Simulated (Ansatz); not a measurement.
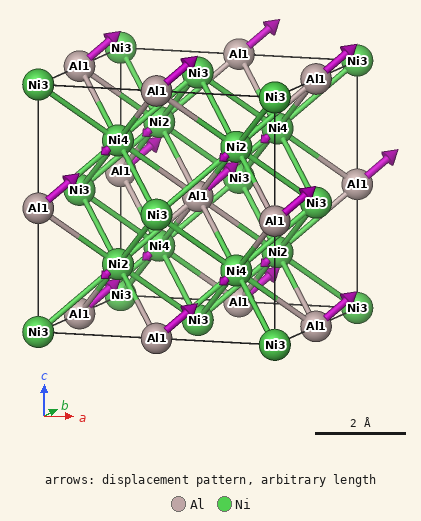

Normal modes of crystalline AlNi₃, space group Fm-3m (No. 225), at the zone centre. The optical levels lie at 193 (×3), 246 (×3), 336 (×3) cm⁻¹. One mode is drawn. The purple arrows are the displacements of the atoms (eigenvector over the root of the mass), of arbitrary overall length and sign. A ball-and-stick model of the conventional cell (4 times the calculation's cell), seen slightly off an axis. Lengths and directions refer to the drawn axes.

Method: Ansatz 0.2.0, DFT r2SCAN, scalar-relativistic, plane waves, PAW. (plane-wave cutoff 500 eV; k-point mesh 14 × 14 × 14; occupations gaussian; smearing width 0.15 eV; no spin polarisation)

Which of these frequencies is the drawn mode's?

The level at 336 cm⁻¹. This is the T₁u mode (triply degenerate; one member of the set is drawn), the highest optical level, infrared-active by symmetry. The Ni (4a) atoms hardly move; the Al sublattice moves against the Ni (8c) sublattice, along [1 1 1]; the kinetic energy is shared as Al 80 %, Ni 20 %. The crystal is a metal, so free carriers screen the infrared response.

Limits of the set-up: an element that often carries a moment was run without spin polarisation.
